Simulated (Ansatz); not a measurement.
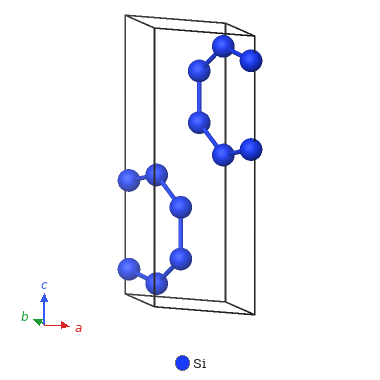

The system is Si (Cmcm, No. 63; 12 atoms in the cell); the picture shows the reference structure. The energy is mapped over two homogeneous strains (x along [1 0 0], y along [0 1 0], z along [0 0 1] of the conventional cell). The first coordinate is: engineering shear strain xy; the second: equal normal strain along x and y. Nothing is relaxed (fractional coordinates fixed). The scan uses a 9 × 9 grid; 45 points were computed and 36 follow by symmetry. Points are written as (first, second). All energies are given in meV/atom relative to the lowest grid point. The band gap closes in part of the range. Level of theory: DFT LDA, scalar-relativistic, plane waves, PAW in Ansatz 0.2.0. Settings: cutoff 420 eV, k-mesh 10×10×4 in the order of the run's cell vectors, gaussian smearing 0.03 eV, no spin polarisation.

Its coordinates:

```xyz
12
Lattice="1.8997 -5.3206 0.0000 1.8997 5.3206 0.0000 0.0000 0.0000 12.5702" Properties=species:S:1:pos:R:3 pbc="T T T"
Si    1.8997   -2.7355   11.8786
Si    1.8997    2.7355    0.6917
Si    1.8997   -2.7355    6.9768
Si    1.8997    2.7355    5.5934
Si    1.8997    0.7587    1.9764
Si    1.8997   -0.7587   10.5939
Si    1.8997    0.7587    4.3087
Si    1.8997   -0.7587    8.2615
Si    1.8997   -5.0131   11.4298
Si    1.8997    5.0131    1.1404
Si    1.8997   -5.0131    7.4256
Si    1.8997    5.0131    5.1447
```

Range: engineering shear strain xy from −30.0 to 30.0 %; equal normal strain along x and y from −15.00 to 15.00 %.

Q: Predict the map.

A: The lowest grid point is at (0.0 %, 0.00 %). It is the only kind of minimum in the scanned range. The highest grid point, (−30.0 %, −15.00 %), lies 1725 meV/atom above the lowest. Round the minimum the two coordinates are nearly uncoupled.

```csv
"second ↓, first →",−30.0,−22.5,−15.0,−7.5,0.0,7.5,15.0,22.5,30.0
15.00,639,571,519,487,476,487,519,571,639
11.25,505,417,351,310,296,310,351,417,505
7.50,407,296,213,163,146,163,213,296,407
3.75,360,224,122,61,40,61,122,224,360
0.00,383,221,99,25,0,25,99,221,383
−3.75,500,311,166,79,49,79,166,311,500
−7.50,739,521,354,251,217,251,354,521,739
−11.25,1133,884,693,576,537,576,693,884,1133
−15.00,1725,1440,1224,1092,1049,1092,1224,1440,1725
```

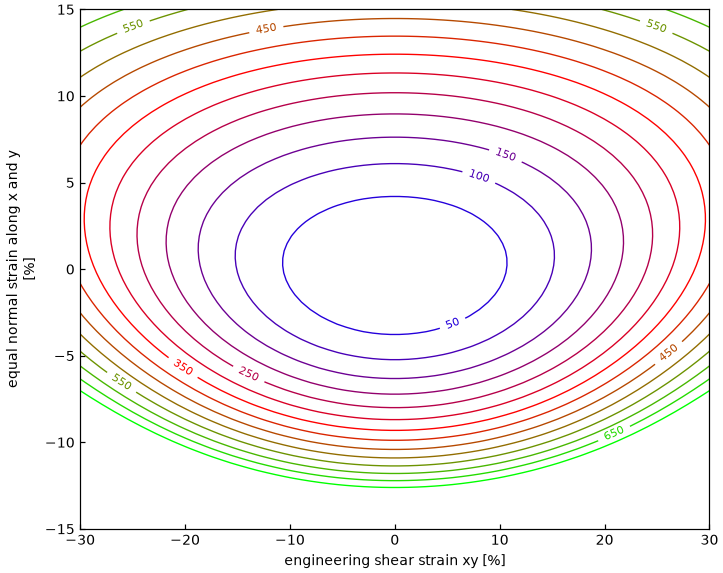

In the figure: contour lines labelled in meV/atom (none above 700). Between grid points the surface is interpolated.

Each point was launched as `ansatz run input.yaml --threads 4 --pin off --max-ram 8192MiB --backend cpu --events-out ev --progress --plain --runs-dir out`. Time for the 45 points that were run: 14 min on 4 threads of Arm Neoverse V2, with other jobs on the host.

PAW datasets: the set soft_1.
